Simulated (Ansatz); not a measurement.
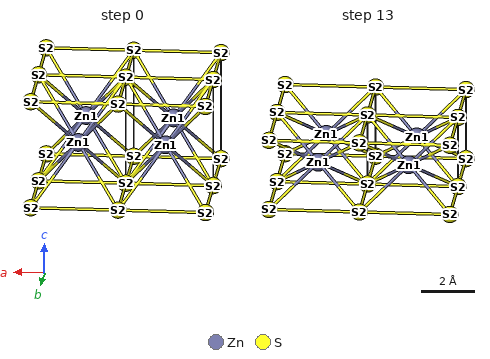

The structure of solid ZnS (a generated structure, set up in P4/mmm) (coarse preliminary run) before (left) and after (right) a relaxation, at one scale.

A ball-and-stick model of the cell of the calculation, repeated 2 × 2 × 1 with one cell outlined, seen from a free direction.

Theory: DFT PBE, scalar-relativistic, plane waves, PAW (Ansatz 0.2.0).

Input
```yaml
crystal:
  lattice:
    - [3.32070898, 0.0, 0.0]
    - [0.0, 3.32070898, 0.0]
    - [0.0, 0.0, 4.22172132]
  atoms:
    - { symbol: Zn, position: [0.5, 0.5, 0.5] }
    - { symbol: S, position: [0.0, 0.0, 0.0] }
basis:
  ecutwfc: 420
kpoints:
  mp_grid: { grid: [6, 6, 4] }
hamiltonian:
  xc: pbe
scf:
  occupations: { method: gaussian, width: 0.1 }
  lower_state_search: "off"
output:
  forces: true
  stress: true
  eigenvalues: true
relax:
  adjacent_minimum: "off"
  f_tol: 0.04
  max_steps: 70
  cell: { stress_tol: 0.4 }
```

Run as
```bash
ansatz run input.yaml --threads 1 --pin off --max-ram 2560MiB --backend cpu --events-out ev --progress --plain --runs-dir out
```

Q: Summarise the run.

A: Over 12 accepted moves (13 points after the start) the energy falls by 558 meV per atom. All forces vanish by symmetry, so only the cell relaxes. The pressure goes from −11.12 to −0.06 GPa. The SCF was repeated once at an unchanged geometry on a basis and grid sized afresh for the cell, which shifted the energy by 0.7 meV per atom at most. The atoms keep their places relative to the cell (all moves are under 0.005 Å). Cell: a = b 3.321 → 3.439 Å (+3.6 %), c 4.222 → 2.752 Å (−34.8 %). Volume −30.1 %. Near-neighbour distances that change, for instance: S2–S2 4.222 → 2.752 Å, Zn1–S2 3.157 → 2.794 Å, S2–S2 (another image) 3.321 → 3.439 Å. The space group stays P4/mmm (No. 123).

Limits of the set-up: the k-point mesh is coarse for a cell with partly filled bands.
